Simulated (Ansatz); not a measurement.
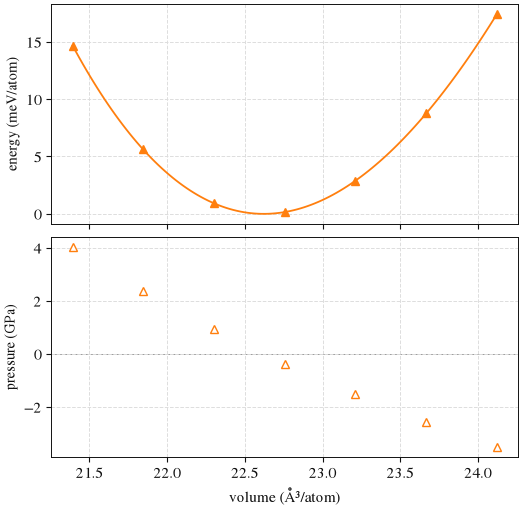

Plotted: energy and pressure against volume for ZnSe, space group F-43m (No. 216).

Cell as given: a = 4.008 Å, b = 4.008 Å, c = 4.008 Å, α = 60.00°, β = 60.00°, γ = 60.00°; 2 atoms.

Calculation (Ansatz 0.2.0): plane-wave DFT, no spin polarisation; energies at scaled volumes of the given cell, shape and fractions fixed, counted from the fit's minimum, third-order Birch-Murnaghan fit. Level: BLYP with D3(BJ).

```tsv
setting	value
k mesh	8×8×8
occupations	Fermi–Dirac
smearing width	0.05 eV
potentials	Ansatz PAW
wave cutoff	420 eV
density cutoff	1680 eV
```

> What equilibrium volume and bulk modulus follow from the curve?

A third-order Birch–Murnaghan fit gives V0 = 22.62 Å³/atom, B0 = 63.3 GPa and B′ = 4.6.

> How does the pressure vary with volume?

It falls from 4.03 GPa at volume 21.39 Å³/atom to −3.50 GPa at 24.12 Å³/atom, and changes sign near 22.63 Å³/atom.

Note: the functional was run on potentials made for another functional.

The computed values:

```json
{"volume (Å³/atom)": "21.39", "energy (meV/atom)": "14.68", "pressure (GPa)": "4.03"}
{"volume (Å³/atom)": "21.85", "energy (meV/atom)": "5.61", "pressure (GPa)": "2.39"}
{"volume (Å³/atom)": "22.30", "energy (meV/atom)": "0.93", "pressure (GPa)": "0.93"}
{"volume (Å³/atom)": "22.76", "energy (meV/atom)": "0.15", "pressure (GPa)": "-0.37"}
{"volume (Å³/atom)": "23.21", "energy (meV/atom)": "2.89", "pressure (GPa)": "-1.53"}
{"volume (Å³/atom)": "23.67", "energy (meV/atom)": "8.75", "pressure (GPa)": "-2.57"}
{"volume (Å³/atom)": "24.12", "energy (meV/atom)": "17.40", "pressure (GPa)": "-3.50"}
```
